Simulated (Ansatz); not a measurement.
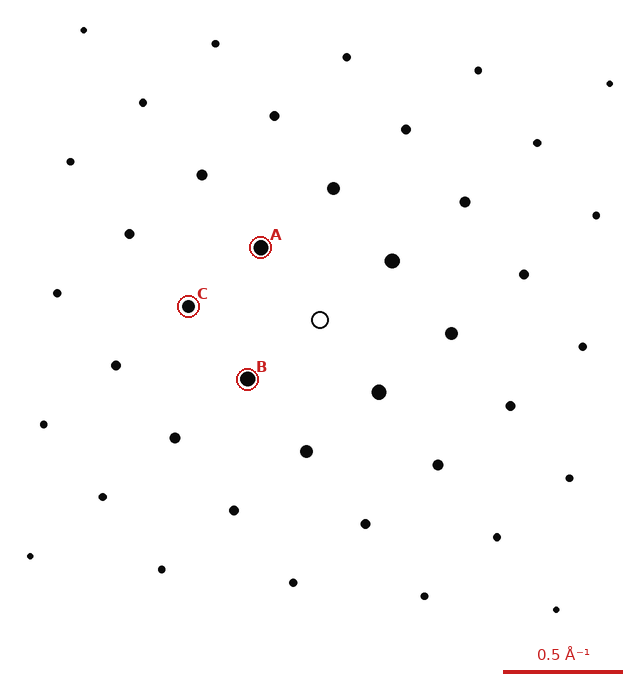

Simulated selected-area electron diffraction pattern (200 kV, kinematic approximation, thin crystal, B = 0.5 Å² for all atoms). The zone axis points towards the electron source and the pattern is seen from the source side.

Rh, space group Pm-3m (No. 221), a = 2.54 Å. Structure: the input geometry of an electronic-structure calculation (not necessarily at equilibrium); the starting structure was generated, so it need not be a known form of this composition.

Spot A is indexed -1 0 0 and spot B 0 -1 0.

Question: What are the indices of the remaining marked spot?

Answer: C = A + B = -1 -1 0 (d = 1.794 Å).

Question: Find the zone axis.

Answer: The cross product of A and B is parallel to [001]; every spot obeys hu + kv + lw = 0.

Question: What are the spacings of A and B and the angle between them?

Answer: d(A) = 2.537 Å, d(B) = 2.537 Å, and the angle is 90.0°.
